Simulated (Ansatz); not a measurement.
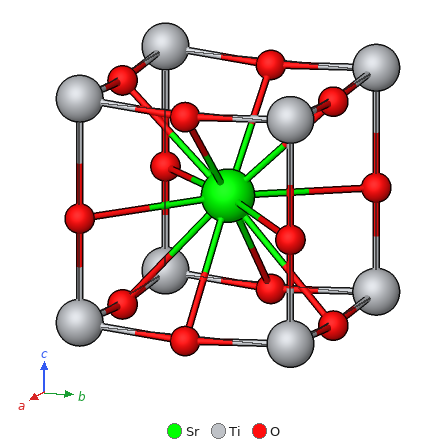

Structure drawing (ball-and-stick), viewed slightly off an axis. The frame is the simulation cell; atoms at its boundary are shown with their periodic copies.

The program read this input:
```yaml
crystal:
  lattice:
    - [3.9258415304, 0.0, 0.0]
    - [0.0, 3.9258415304, 0.0]
    - [0.0, 0.0, 3.988437501]
  atoms:
    - { symbol: Sr, position: [0.5, 0.5, 0.5081637248] }
    - { symbol: Ti, position: [0.0, 0.0, 0.0102563992] }
    - { symbol: O, position: [0.5, 0.0, 0.9753342346] }
    - { symbol: O, position: [0.0, 0.5, 0.9753342346] }
    - { symbol: O, position: [0.0, 0.0, 0.4749123568] }
basis:
  ecutwfc: 420
kpoints:
  mp_grid: { grid: [8, 8, 8] }
  band_path:
    path:
      - [[0.0, 0.0, 0.0], [0.0, 0.5, 0.0], [0.5, 0.5, 0.0], [0.0, 0.0, 0.0], [0.0, 0.0, 0.5], [0.0, 0.5, 0.5], [0.5, 0.5, 0.5], [0.0, 0.0, 0.5]]
      - [[0.0, 0.5, 0.0], [0.0, 0.5, 0.5]]
      - [[0.5, 0.5, 0.0], [0.5, 0.5, 0.5]]
    npoints: 14
hamiltonian:
  xc: pbe
  hubbard: { sites: [{ species: Ti, l: d, u_eff: 4.0 }] }
scf:
  occupations: { method: gaussian, width: 0.02 }
  n_extra_bands: 12
output:
  forces: true
  stress: true
  eigenvalues: true
  populations: true
  dos: { projected: true, de: 0.02, nscf_kmesh: { grid: [12, 12, 12] } }
  bader: true
  write_density: true
  write_potential: true
  elf: true
  volumetric_format: npy
```
Run as:
```sh
ansatz run input.yaml --threads 1 --pin off --max-ram 2560MiB --backend cpu --events-out ev --progress --plain --runs-dir out
```

The calculation used DFT PBE+U, scalar-relativistic, plane waves, PAW in Ansatz, with a basis cut at 420 eV, k-grid 8×8×8, Gaussian smearing of 0.02 eV, U_eff = 4.00 eV on Ti d, no spin polarisation.

### Give the Bader charge of each element.

Sr +1.59 e; Ti +2.35 e; O -1.32 e. The transfer is large, as in an ionic solid.

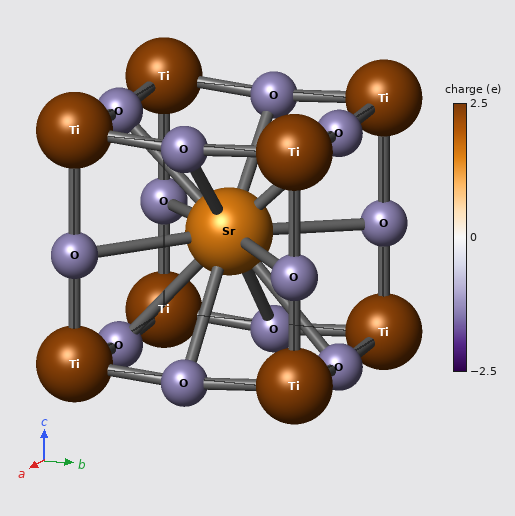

The atoms coloured by those charges.

The model was built from a structure type filled with these elements by a generator (whether the compound takes this form wasn't checked). Earlier steps of the study, as a rule a relaxation of our own, may have changed the cell and positions, so they can lie some per cent off the listed ones. A calculation with Ansatz used it as input.
